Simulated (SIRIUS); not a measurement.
# P: 7 runs along one coordinate

System: P (Cmce, 4 atoms in the cell).
Method: Kohn-Sham DFT of a periodic cell, PBEsol, dojo-sr-pbesol-0.4.1-standard, no spin polarisation (SIRIUS 7.12.0).

The 7 runs differ only in the geometry, by an even scaling of the cell at fixed fractional positions. The structure derives from a Materials Project entry.

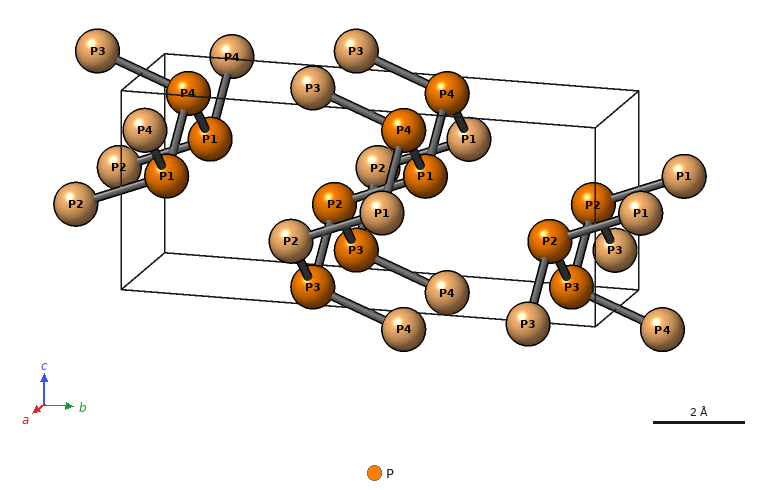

Figure 1. The structure of run 4 (ball-and-stick view of the cell 2 times as large as that of the calculation, set on its symmetry axes, seen slightly off an axis; neighbours outside the cell are drawn fainter; atoms are numbered from 1 in the order of the input). An atom can appear more than once, as a periodic image.

## Input of run 4
```
{
  "control": {
    "processing_unit": "cpu",
    "verbosity": 2,
    "num_bands_to_print": 17,
    "print_forces": true,
    "print_stress": true
  },
  "parameters": {
    "electronic_structure_method": "pseudopotential",
    "xc_functionals": ["XC_GGA_X_PBE_SOL", "XC_GGA_C_PBE_SOL"],
    "gk_cutoff": 6.7,
    "pw_cutoff": 13.4,
    "ngridk": [8, 8, 6],
    "shiftk": [0, 0, 0],
    "smearing": "fermi_dirac",
    "smearing_width": 0.0018374661,
    "num_bands": 17,
    "num_mag_dims": 0,
    "num_dft_iter": 100,
    "energy_tol": 1e-08,
    "density_tol": 1e-06
  },
  "iterative_solver": {
    "type": "davidson",
    "min_tolerance": 1e-10
  },
  "mixer": {
    "type": "anderson",
    "beta": 0.7,
    "max_history": 8
  },
  "settings": {
    "tol_ne": 1e-10,
    "pseudo_grid_cutoff": 6.5
  },
  "unit_cell": {
    "lattice_vectors": [
      [3.113783228284, -10.327424561187, 0.0],
      [3.113783228284, 10.327424561187, 0.0],
      [0.0, 0.0, 8.586226875202]
    ],
    "atom_coordinate_units": "lattice",
    "atom_types": ["P"],
    "atom_files": {
      "P": "P.json"
    },
    "atoms": {
      "P": [
        [0.90414313, 0.09585687, 0.58881517],
        [0.09585687, 0.90414313, 0.41118483],
        [0.59585687, 0.40414313, 0.08881517],
        [0.40414313, 0.59585687, 0.91118483]
      ]
    }
  }
}
```

Command:
```bash
upf_to_json P.upf
OMP_NUM_THREADS=4 sirius.scf --input=sirius.json --output=out.json --task=0
```

Run 3 differs from it as follows:
```diff
-      [3.113783228284, -10.327424561187, 0.0],
-      [3.113783228284, 10.327424561187, 0.0],
-      [0.0, 0.0, 8.586226875202]
+      [3.092884724584, -10.258110898496, 0.0],
+      [3.092884724584, 10.258110898496, 0.0],
+      [0.0, 0.0, 8.528599455178]
```

## Results, with one run withheld

```tsv
run	volume per atom (Å³)	free energy per atom, from the lowest run given (meV)	pressure (GPa)	gap on the mesh (eV)
1	19.230	13.96	4.56	0.05
2	19.639	4.81	2.64	0.04
3	20.049	?	?	?
4	20.458	0.00	−0.64	0.01
5	20.867	3.44	−2.03	0.04
6	21.276	10.24	−3.28	0.07
7	21.685	20.07	−4.40	0.11
```

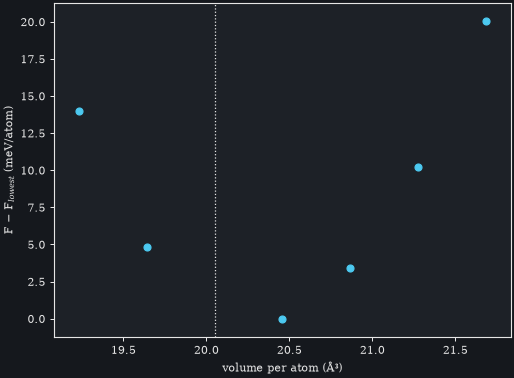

Figure 2. Free energy per atom of the runs given; the dotted line marks run 3.

Fit the runs given and predict run 3.

A cubic polynomial in V^(−2/3) (the Birch–Murnaghan form), fitted to the 6 runs given, misses them by under 0.01 meV per atom. With x = V^(−2/3) − 0.13353 Å⁻², it reads F = 0.15923 − 1104.2 x + 5.9785e+05 x² + 7.7641e+05 x³ (meV per atom). At run 3 it gives 0.31 meV per atom, and the run itself gives 0.32. The slope of the fit gives a pressure −dF/dV of 0.91 GPa there, and the run prints 0.91 GPa. The fit has its minimum at 20.284 Å³ per atom, where V d²F/dV² gives 76.2 GPa. Cell shape and fractional positions are held, so this is the stiffness under even scaling; the relaxed bulk modulus wasn't computed. The gap on the mesh lies between 0.01 eV (run 4) and 0.11 eV (run 7); run 3 has 0.02 eV. These are gaps of this functional on this mesh, which can miss the band edges; they aren't the measured gap.

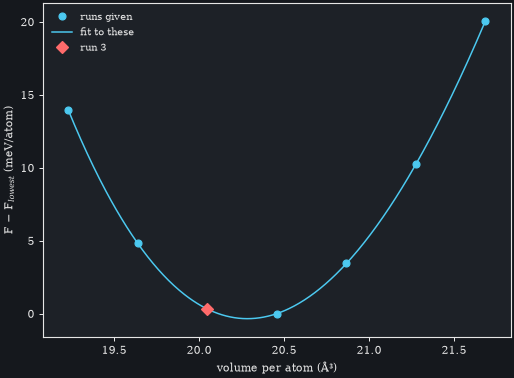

Figure 3. The fit and the withheld run.

## Some lines of the output (run 3)
```
[...]
[find] Free energy (E-TS)             :     -27.68133842 (Ha),     -55.36267684 (Ry)
[find] band gap (eV)                  :       0.01975449
[find] Efermi                         :       0.25872100
[find] Total energy                   :     -27.68131131 (Ha),     -55.36262262 (Ry)
[find] Free energy (E-TS)             :     -27.68133843 (Ha),     -55.36267685 (Ry)
[find] band gap (eV)                  :       0.01975293
[find] Efermi                         :       0.25872064
[find] band gap (eV)                  :       0.01975424
[find] Efermi                         :       0.25872101
[find] Free energy (E-TS)             :     -27.68133843 (Ha),     -55.36267686 (Ry)
[find] band gap (eV)                  :       0.01975427
[find] Efermi                         :       0.25872089
[find] band gap (eV)                  :       0.01975393
[find] Efermi                         :       0.25872069
```
